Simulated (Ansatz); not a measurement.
The calculation's input:

```
crystal:
  lattice:
    - [-2.6538078271, 2.6538078271, 3.8110546554]
    - [2.6538078271, -2.6538078271, 3.8110546554]
    - [2.6538078271, 2.6538078271, -3.8110546554]
  atoms:
    - { symbol: Sr, position: [0.75, 0.25, 0.5] }
    - { symbol: Sr, position: [0.25, 0.75, 0.5] }
    - { symbol: Ti, position: [0.0, 0.0, 0.0] }
    - { symbol: Ti, position: [0.5, 0.5, 0.0] }
    - { symbol: O, position: [0.25, 0.25, 0.0] }
    - { symbol: O, position: [0.75, 0.75, 0.0] }
    - { symbol: O, position: [0.7144528123, 0.2144528123, 0.9289056247] }
    - { symbol: O, position: [0.2144528123, 0.2855471877, 0.5] }
    - { symbol: O, position: [0.2855471877, 0.7855471877, 0.0710943753] }
    - { symbol: O, position: [0.7855471877, 0.7144528123, 0.5] }
basis:
  ecutwfc: 420
kpoints:
  mp_grid: { grid: [8, 8, 8] }
hamiltonian:
  xc: pbesol
scf:
  occupations: { method: fixed }
output:
  forces: true
  stress: true
  eigenvalues: true
  write_density: true
  write_potential: true
  elf: true
  volumetric_format: npy
relax:
  adjacent_minimum: "off"
  f_tol: 0.002
  max_steps: 60
  cell: { stress_tol: 0.02, p_target: 20.0 }
```

Command:

```sh
ansatz run input.yaml --threads 4 --pin off --max-ram 10240MiB --backend cpu --events-out ev --progress --plain --runs-dir out
```

Below, planes, directions and counts refer to the conventional cell (a = 5.31 Å, b = 5.31 Å, c = 7.62 Å, α = 90.00°, β = 90.00°, γ = 90.00°).

The fields are those of the relaxed geometry.

Space group I4/mcm; computed pressure about 20 GPa in this cell; computed without spin polarisation.

All numbers below come from Ansatz 0.2.0, DFT PBEsol, scalar-relativistic, plane waves, PAW.

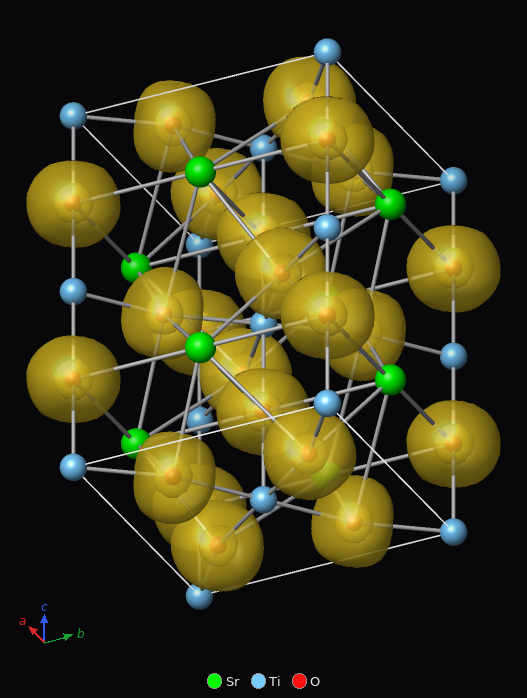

SrTiO$_{3}$. Isosurface of the ELF at 0.7 (yellow), seen at an oblique angle. Core shells and regions of very low density are left out. Sticks mark near contacts.

Core electrons are frozen (PAW), and the valence fields are smoothed inside the atomic spheres.

Where are the electrons localised?

Answer. The surface consists of twelve regions wrapped around O (the valence shell of each), counted in one cell of 20 atoms. Any copies at cell faces, edges or corners count once. Profiles from the grid: Ti–O (1.90 Å): the ELF peaks at about 0.80 in the valence shell of O, 0.6 Å from its nucleus, and is about 0.20 at the midpoint (no localised pair shows between them). Sr–O (2.49 Å): the ELF peaks at about 0.85 in the valence shell of O, 0.7 Å from its nucleus, and drops to about 0.10 between the two atoms: an ionic contact with no shared pair.
